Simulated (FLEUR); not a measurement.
# Energy of CuAu along an even scaling of the cell

System: CuAu (2 atoms in the cell).
Method: Kohn-Sham DFT of a periodic cell, PBEsol, all-electron, no spin polarisation (FLEUR MaX-R8.1 (later development tree)).

The 7 runs differ only in the geometry, by an even scaling of the cell at fixed fractional positions. The structure derives from a Materials Project entry.

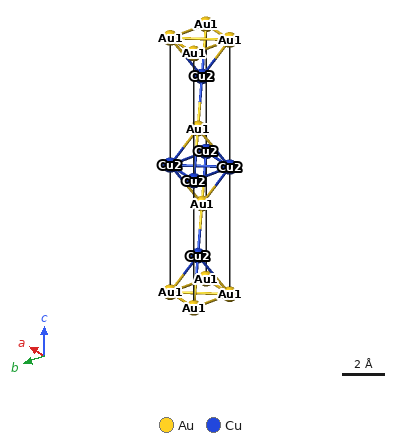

Figure 1. The structure of run 4 (ball-and-stick view of the cell 3 times as large as that of the calculation, set on its symmetry axes, seen at an oblique angle; atoms are numbered from 1 in the order of the input). An atom can appear more than once, as a periodic image.

**Input of run 4**
```
<?xml version="1.0" encoding="UTF-8" standalone="no"?>
<fleurInput fleurInputVersion="0.39">
   <comment>
      CuAu                                                                                                
   </comment>
   <calculationSetup>
      <cutoffs Kmax="4.28" Gmax="13.3" GmaxXC="13.3" numbands="0"/>
      <scfLoop itmax="60" minDistance="0.00001" maxIterBroyd="15" imix="Anderson" alpha="0.05" precondParam="0.0" spinf="2.0" sdNocoIR="T"/>
      <coreElectrons ctail="T" frcor="F" kcrel="0" coretail_lmax="0"/>
      <xcFunctional name="PBEs" relativisticCorrections="F"/>
      <magnetism jspins="1"/>
      <soc l_soc="F" theta="0.0" phi="0.0" spav="F"/>
      <expertModes spex="0" secvar="F"/>
      <geometryOptimization l_f="T" forcealpha="1.0" forcemix="BFGS" epsdisp="0.0005" epsforce="0.0002"/>
      <ldaU l_linMix="F" mixParam="0.05" spinf="1.0"/>
   </calculationSetup>
   <cell>
      <bzIntegration valenceElectrons="38.0" mode="hist" fermiSmearingEnergy="0.00183747">
         <kPointListSelection listName="default-1"/>
         <!-- k-points included here -->
         <xi:include xmlns:xi="http://www.w3.org/2001/XInclude" href="kpts.xml"> </xi:include>
      </bzIntegration>
      <!-- symmetry operations included here -->
      <xi:include xmlns:xi="http://www.w3.org/2001/XInclude" href="sym.xml"> </xi:include>
      <bulkLattice scale="1.0">
         <bravaisMatrix>
            <row-1>    2.7269822247595585     1.5744239215572673     8.0429970776313890</row-1>
            <row-2>   -2.7269822247595585     1.5744239215572673     8.0429970776313890</row-2>
            <row-3>    0.0000000000000000    -3.1488478431145346     8.0429970776313890</row-3>
         </bravaisMatrix>
      </bulkLattice>
   </cell>
   <atomSpecies>
      <species name="Gold (Au)" element="Au" atomicNumber="79">
         <mtSphere radius="2.29" gridPoints="783" logIncrement="0.017"/>
         <atomicCutoffs lmax="9" lnonsphr="9"/>
         <electronConfig flipSpins="F">
            <coreConfig>(1s1/2) (2s1/2) (2p1/2) (2p3/2) (3s1/2) (3p1/2) (3p3/2) (4s1/2) (3d3/2) (3d5/2) (4p1/2) (4p3/2) (4d3/2) (4d5/2) (4f5/2) (4f7/2)</coreConfig>
            <valenceConfig>(5s1/2) (5p1/2) (5p3/2) (6s1/2) (5d3/2) (5d5/2)</valenceConfig>
            <stateOccupation state="(6s1/2)" spinUp="0.500000" spinDown="0.500000"/>
         </electronConfig>
         <energyParameters s="6" p="6" d="5" f="5"/>
         <lo type="SCLO" l="0" n="5" eDeriv="0"/>
         <lo type="SCLO" l="1" n="5" eDeriv="0"/>
         <lo type="SCLO" l="1" n="5" eDeriv="1"/>
         <lo type="SCLO" l="2" n="5" eDeriv="2"/>
         <lo type="SCLO" l="3" n="5" eDeriv="2"/>
      </species>
      <species name="Copper (Cu)" element="Cu" atomicNumber="29">
         <mtSphere radius="2.29" gridPoints="783" logIncrement="0.016"/>
         <atomicCutoffs lmax="9" lnonsphr="9"/>
         <electronConfig flipSpins="F">
            <coreConfig>(1s1/2) (2s1/2) (2p1/2) (2p3/2)</coreConfig>
            <valenceConfig>(3s1/2) (3p1/2) (3p3/2) (4s1/2) (3d3/2) (3d5/2)</valenceConfig>
            <stateOccupation state="(4s1/2)" spinUp="0.500000" spinDown="0.500000"/>
         </electronConfig>
         <energyParameters s="4" p="4" d="3" f="4"/>
         <lo type="SCLO" l="0" n="3" eDeriv="0"/>
         <lo type="SCLO" l="1" n="3" eDeriv="0"/>
         <lo type="SCLO" l="1" n="3" eDeriv="1"/>
         <lo type="SCLO" l="2" n="3" eDeriv="2"/>
         <lo type="SCLO" l="3" n="4" eDeriv="2"/>
      </species>
   </atomSpecies>
   <atomGroups>
      <atomGroup species="Gold (Au)">
         <relPos label="                   1">.0000000000 .0000000000 .0000000000</relPos>
         <force calculate="T" relaxXYZ="TTT"/>
      </atomGroup>
      <atomGroup species="Copper (Cu)">
         <relPos label="                   2">1.000/2.000 1.000/2.000 1.000/2.000</relPos>
         <force calculate="T" relaxXYZ="TTT"/>
      </atomGroup>
   </atomGroups>
   <output dos="F" band="F" slice="F">
      <checks vchk="F" cdinf="F"/>
      <bandDOS minEnergy="-.5*Htr" maxEnergy="0.5*Htr" sigma="0.015" storeEVData="T"/>
      <vacuumDOS vacdos="F" integ="F" star="F" nstars="0" locx1="0.0" locy1="0.0" locx2="0.0" locy2="0.0" nstm="0" tworkf="0.0"/>
      <unfoldingBand unfoldBand="F" supercellX="1" supercellY="1" supercellZ="1"/>
      <plotting iplot="0" polar="F">
         <plot TwoD="T" vec1="  1.0  0.0  0.0" vec2="  0.0  1.0  0.0" vec3="  0.0  0.0  1.0" zero="  0.0  0.0  0.0" file="plot"/>
      </plotting>
      <chargeDensitySlicing numkpt="0" minEigenval="0.0" maxEigenval="0.0" nnne="0" pallst="F"/>
      <specialOutput eonly="F"/>
      <moessbauerParams electricFieldGradient="T" isomerShift="T" coreHyperfine="T" valenceHyperfine="T"/>
      <magneticCircularDichroism mcd="F" energyLo="-10.0" energyUp="0.0"/>
   </output>
  <!-- We include the file relax.xml here to enable relaxations (see documentation) -->
  <xi:include xmlns:xi="http://www.w3.org/2001/XInclude" href="relax.xml"> <xi:fallback/> </xi:include>
</fleurInput>
```

Command:
```bash
inpgen -f crystal.txt -profile fastHighL; fleur_MPI
```

Lattice vectors (Å) and fractional positions of run 4:
```
   1.443057    0.833149    4.256171
  -1.443057    0.833149    4.256171
   0.000000   -1.666299    4.256171
Au  0.000000  0.000000  0.000000
Cu  0.500000  0.500000  0.500000
```

Run 6 has the same physical settings and fractional positions; its lattice vectors (Å) are:
```
   1.462047    0.844113    4.312179
  -1.462047    0.844113    4.312179
   0.000000   -1.688226    4.312179
```

**Results, with one run withheld**

```csv
run,volume per atom (Å³),"free energy per atom, from the lowest run given (meV)"
1,14.430,0.00
2,14.737,1.60
3,15.044,9.39
4,15.351,22.47
5,15.658,40.18
6,15.965,?
7,16.272,87.09
```

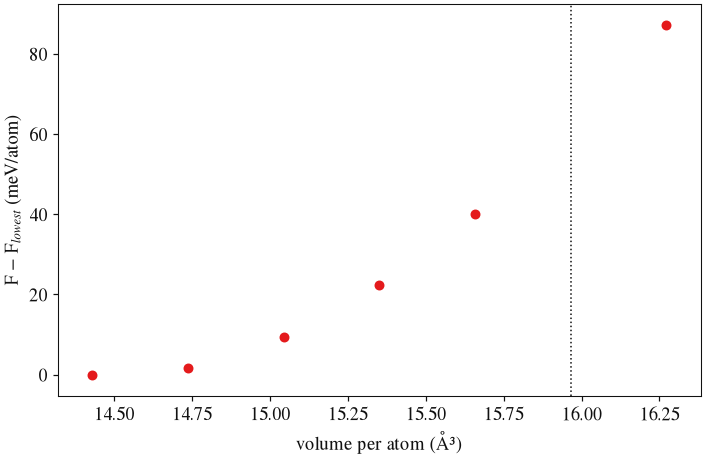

Figure 2. Free energy per atom of the runs given; the dotted line marks run 6.

Fit the runs given and predict run 6.

A cubic polynomial in V^(−2/3) (the Birch–Murnaghan form), fitted to the 6 runs given, misses them by at most 0.01 meV per atom. With x = V^(−2/3) − 0.16276 Å⁻², it reads F = 16.685 − 6232 x + 5.5855e+05 x² + 2.9057e+06 x³ (meV per atom). At run 6 it gives 61.91 meV per atom, and the run itself gives 61.86. The fit has its minimum at 14.507 Å³ per atom, where V d²F/dV² gives 168 GPa. Cell shape and fractional positions are held, so this is the stiffness under even scaling; the relaxed bulk modulus wasn't computed.

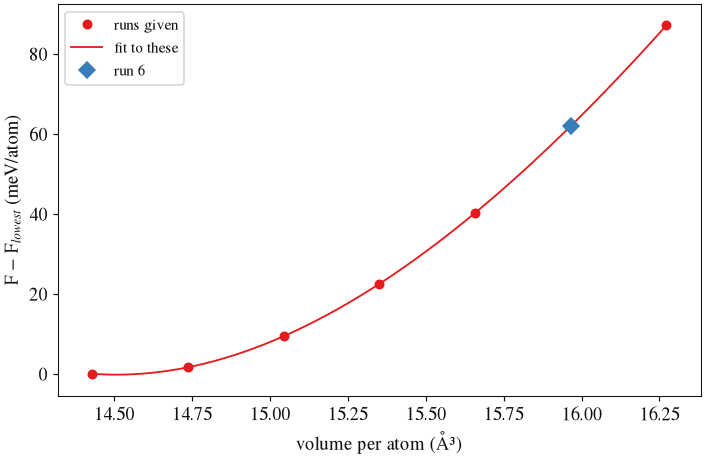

Figure 3. The fit and the withheld run.

**Output (run 6)**
```
Welcome to FLEUR        (www.flapw.de)
      MaX-Release 8.1          (www.max-centre.eu)

 ========== k-point set info ==========
 Selected k-point list: default-1
 k-point list type: mesh
 11 x 11 x 11
 Number of k points: 146

 ------------Calculation Setup---------------------------
 Number of MPI-tasks      :            1
 Number of PE/node        :            1
 Number of OMP-threads    :            1
 Most efficient MPI parallelization for:
           1           2          73         146
 Additional eigenvalue parallelization possible
 Number of basis functions:          370
 Approximate size of matrices (H+S) per k-point:         0.002 GB
 --------------------------------------------------------

 Iteration:     1   Distance:      24.45085320 me/bohr^3

 Iteration:     2   Distance:      17.94583297 me/bohr^3

 Iteration:     3   Distance:      10.03684148 me/bohr^3

 Iteration:     4   Distance:       7.22582609 me/bohr^3

 Iteration:     5   Distance:       7.96151974 me/bohr^3

 Iteration:     6   Distance:       1.59951946 me/bohr^3

 Iteration:     7   Distance:       1.70466094 me/bohr^3

 Iteration:     8   Distance:       0.95388053 me/bohr^3

 Iteration:     9   Distance:       0.60076656 me/bohr^3

 Iteration:    10   Distance:       0.07830524 me/bohr^3

 Iteration:    11   Distance:       0.04809743 me/bohr^3

 Iteration:    12   Distance:       0.01529926 me/bohr^3

 Iteration:    13   Distance:       0.01150904 me/bohr^3

 Iteration:    14   Distance:       0.00090472 me/bohr^3

 Iteration:    15   Distance:       0.00058726 me/bohr^3

 Iteration:    16   Distance:       0.00038067 me/bohr^3

 Iteration:    17   Distance:       0.00011439 me/bohr^3

 Iteration:    18   Distance:       0.00005550 me/bohr^3

 Iteration:    19   Distance:       0.00001421 me/bohr^3

 Iteration:    20   Distance:       0.00000254 me/bohr^3

 ********************************************************************
 Run finished successfully
 Stop message:
   all done
 ********************************************************************
```

Notes: Spin–orbit coupling is left out, which matters for Au.
